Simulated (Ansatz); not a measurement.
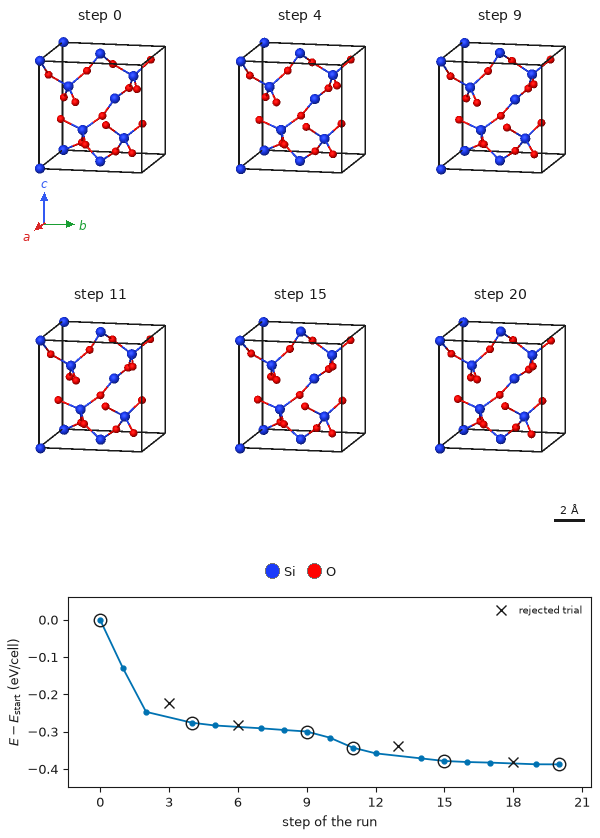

Frames of a relaxation of a defect cell of composition Si7O16 (cell charge −1), marked on the history of the run. The picture is a ball-and-stick view of the cell of the calculation, seen slightly off an axis.

Theory: Ansatz 0.2.0, DFT PBEsol, scalar-relativistic, plane waves, PAW. (plane-wave cutoff 420 eV; k-point mesh 2 × 2 × 2; occupations gaussian; smearing width 0.02 eV; mesh shifted by (0.5, 0.5, 0.5); collinear spin; atoms relaxed in a fixed cell; force threshold 0.03 eV/Å; at most 40 steps)

What happens along the run?

The largest move is that of an O atom, 0.49 Å roughly along +b. By element the largest moves are O 0.49 Å, Si 0.22 Å. The cell stays as it was. Among the contacts that change: O–Si 1.672 → 1.623 Å, O–Si 1.676 → 1.649 Å, O–Si 1.612 → 1.633 Å, O–Si 1.629 → 1.649 Å. Among the angles between lasting bonds that change: Si–O–Si 144.0° → 134.3°, Si–O–Si 155.0° → 162.7°, Si–O–Si 158.7° → 165.6°. Over 16 accepted moves (20 points after the start) the energy falls by 0.387 eV per cell of the calculation. The largest force component goes from 1.6 to 0.027 eV/Å. The line search rejected the trial steps at points 3, 6, 13, 18 of the run. From step 0 to 4: an O atom moves most (0.25 Å), energy −0.276 eV per cell of the calculation. From step 4 to 9: an O atom moves most (0.23 Å), energy −23.6 meV per cell of the calculation. From step 9 to 11: an O atom moves most (0.27 Å), energy −43.0 meV per cell of the calculation. From step 11 to 15: an O atom moves most (0.12 Å), energy −36.0 meV per cell of the calculation. From step 15 to 20: an O atom moves most (0.08 Å), energy −9.0 meV per cell of the calculation.

| step | E − E(0), meV/atom | largest force component, eV/Å | note |
| --- | --- | --- | --- |
| 0 | 0.00 | 1.6166 |  |
| 1 | -5.66 | 1.1565 |  |
| 2 | -10.72 | 0.1722 |  |
| 3 | -9.74 | 0.6265 | rejected |
| 4 | -11.99 | 0.0876 |  |
| 5 | -12.31 | 0.1470 |  |
| 6 | -12.19 | 0.2047 | rejected |
| 7 | -12.63 | 0.1034 |  |
| 8 | -12.83 | 0.1175 |  |
| 9 | -13.01 | 0.1045 |  |
| 10 | -13.72 | 0.3776 |  |
| 11 | -14.88 | 0.3344 |  |
| 12 | -15.55 | 0.1595 |  |
| 13 | -14.70 | 0.4320 | rejected |
| 14 | -16.15 | 0.0907 |  |
| 15 | -16.44 | 0.1259 |  |
| 16 | -16.56 | 0.1556 |  |
| 17 | -16.63 | 0.1901 |  |
| 18 | -16.55 | 0.4495 | rejected |
| 19 | -16.83 | 0.0393 |  |
| 20 | -16.84 | 0.0274 |  |

Limits of the set-up: the periodic images lie only 7.0 Å apart, so the values are limited by the cell's size; the cell is charged, on a uniform background, and energies carry no finite-size correction.
